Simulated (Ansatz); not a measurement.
The Ansatz input:

```
crystal:
  lattice:
    - [5.2760331014, 0.0, 0.0]
    - [-2.6380165507, 4.569178697, 0.0]
    - [0.0, 0.0, 8.6117222801]
  atoms:
    - { symbol: Si, position: [0.3333333333, 0.6666666667, 0.0624424152] }
    - { symbol: Si, position: [0.6666666667, 0.3333333333, 0.5624424152] }
    - { symbol: Si, position: [0.3333333333, 0.6666666667, 0.4375575848] }
    - { symbol: Si, position: [0.6666666667, 0.3333333333, 0.9375575848] }
    - { symbol: O, position: [0.3333333333, 0.6666666667, 0.25] }
    - { symbol: O, position: [0.6666666667, 0.3333333333, 0.75] }
    - { symbol: O, position: [0.5, 0.0, 0.0] }
    - { symbol: O, position: [0.5, 0.5, 0.5] }
    - { symbol: O, position: [0.0, 0.5, 0.0] }
    - { symbol: O, position: [0.5, 0.0, 0.5] }
    - { symbol: O, position: [0.5, 0.5, 0.0] }
    - { symbol: O, position: [0.0, 0.5, 0.5] }
basis:
  ecutwfc: 420
kpoints:
  mp_grid: { grid: [6, 6, 4] }
  band_path:
    path:
      - [[0.0, 0.0, 0.0], [0.5, 0.0, 0.0], [0.33333333, 0.33333333, 0.0], [0.0, 0.0, 0.0], [0.0, 0.0, 0.5], [0.5, 0.0, 0.5], [0.33333333, 0.33333333, 0.5], [0.0, 0.0, 0.5]]
      - [[0.5, 0.0, 0.5], [0.5, 0.0, 0.0]]
      - [[0.33333333, 0.33333333, 0.5], [0.33333333, 0.33333333, 0.0]]
    npoints: 10
hamiltonian:
  xc: pbe
scf:
  occupations: { method: gaussian, width: 0.02 }
  n_extra_bands: 30
output:
  forces: true
  stress: true
  eigenvalues: true
  populations: true
  dos: { projected: true, de: 0.02, nscf_kmesh: { grid: [9, 9, 6] } }
  bader: false
  write_density: true
  write_potential: true
  elf: true
  volumetric_format: npy
```

Launched with:
```bash
ansatz run input.yaml --threads 2 --pin off --max-ram 5120MiB --backend cpu --events-out ev --progress --plain --runs-dir out
```

Predict the main features of the band structure. The path is Γ–M–K–Γ–A–L–H–A|L–M|H–K.

The material is gapped. The gap along this path is 5.37 eV and direct: both edges lie at Γ. The top valence level at Γ is a single band, not degenerate (spin aside). The next level lies only 0.01 eV lower. The top valence band spans 0.6 eV and the lowest conduction band 3.0 eV. The direct gaps are 6.13 eV at A, 8.17 eV at L and 8.38 eV at K.

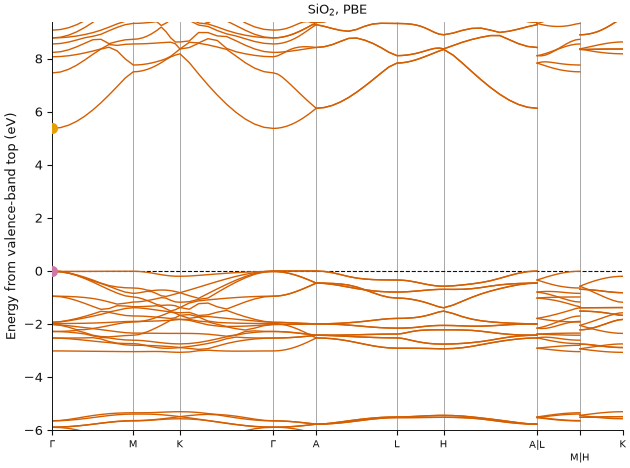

Band structure. Energies are counted from the top of the valence band.
